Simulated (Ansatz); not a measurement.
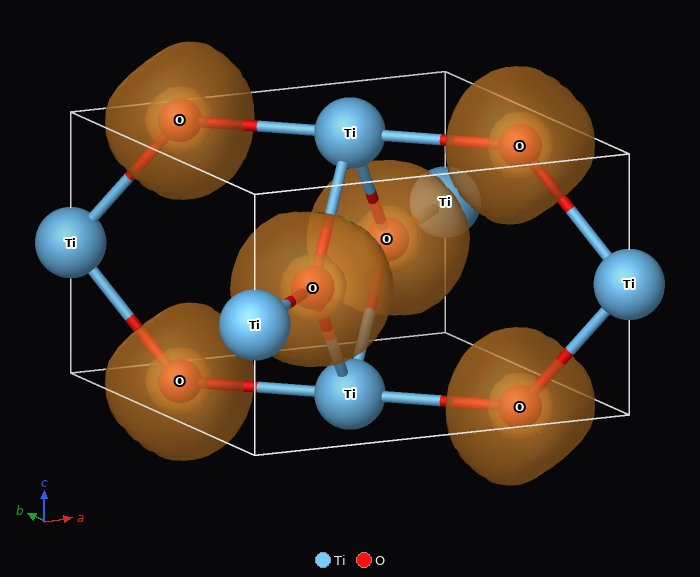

TiO₂. Isosurface of the ELF at 0.7 (orange), seen slightly off an axis. Only the valence region is drawn (cores and ρ < 0.01 e/Å³ removed). Sticks mark near contacts.

Space group P4₂/mnm; a structure from a database of computed crystals, not necessarily the ambient phase.

Method: Kohn-Sham DFT of a periodic cell, PBE with D3(BJ), Ansatz PAW (Ansatz).

In a PAW calculation such maps are meaningful between the atoms, not at the nuclei.

```xyz
6
Lattice="4.6077 0.0000 0.0000 0.0000 4.6077 0.0000 0.0000 0.0000 2.9544" Properties=species:S:1:pos:R:3 pbc="T T T"
Ti    0.0000    0.0000    1.4772
Ti    2.3039    2.3039    0.0000
O     1.4025    1.4025    1.4772
O     0.9014    3.7064    0.0000
O     3.7064    0.9014    0.0000
O     3.2052    3.2052    1.4772
```

Question: Identify the bonds, lone pairs and shells in this picture.

Answer: The ELF exceeds this value in four regions wrapped around O (the valence shell of each), counted in one cell of 6 atoms. Any copies at cell faces, edges or corners count once. Profiles from the grid: Ti–O (1.95 Å): the ELF peaks at about 0.80 in the valence shell of O, 0.6 Å from its nucleus, and is about 0.20 at the midpoint: no shared electron pair shows on this line.

Question: Does the calculation make it a metal, or give it a gap?

Answer: It is gapped, with a Kohn–Sham gap of 1.9 eV on the k-point mesh, an upper bound to the gap of this method.
